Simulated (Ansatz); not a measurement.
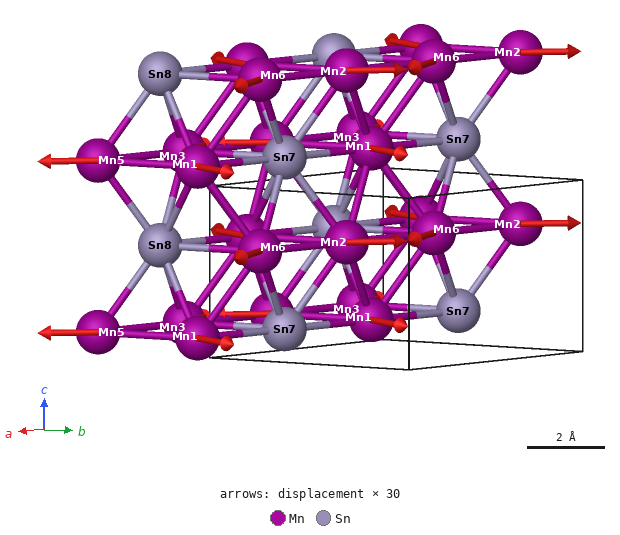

This is a relaxation of solid Mn₃Sn (built on the database_194 type) (coarse preliminary run). The starting structure is drawn; red arrows show the displacements (the part carried along by the change of the cell is left out), 30 times their true length.

A ball-and-stick model of the cell of the calculation, repeated 2 × 1 × 2 with one cell outlined, seen from a free direction.

Case: structure reported for this formula (P6_3/mmc, No. 194).

Computed with Ansatz, DFT PBE, scalar-relativistic, plane waves, PAW. Set-up: plane-wave cutoff 420 eV; k-point mesh 6 × 6 × 4; occupations gaussian; smearing width 0.1 eV; collinear spin; cell and atoms relaxed; force threshold 0.04 eV/Å; at most 70 steps.

Question: Which element moves most?

Answer: Manganese: up to 0.053 Å, against 0.000 Å for tin.

Question: What did the optimiser do to the structure, and how much energy did it gain?

Answer: The largest moves relative to the cell, 0.053 Å, are those of Mn atoms. Sn stays in place. The volume changes by −3.5 %, with a = b 5.670 → 5.594 Å (−1.3 %), c 4.530 → 4.489 Å (−0.9 %). Near-neighbour distances that change, for instance: Mn–Mn 2.841 → 2.710 Å, Mn–Mn 2.796 → 2.736 Å, Mn–Mn 2.829 → 2.884 Å, Mn–Sn 2.835 → 2.798 Å. The space group stays P6_3/mmc (No. 194). Over 2 accepted moves (3 points after the start) the energy falls by 15.6 meV per atom. The largest force component goes from 0.42 to 0.01 eV/Å. Pressure: −3.31 GPa at the start and −0.28 GPa at the end. The SCF was repeated once at an unchanged geometry on a basis and grid sized afresh for the cell, which shifted the energy by 0.3 meV per atom at most. The run took 2.1 min on 1 thread of Intel(R) Xeon(R) Platinum 8175M CPU @ 2.50GHz (Skylake/Cascade Lake), with other jobs on the host, peak memory 0.71 GiB.
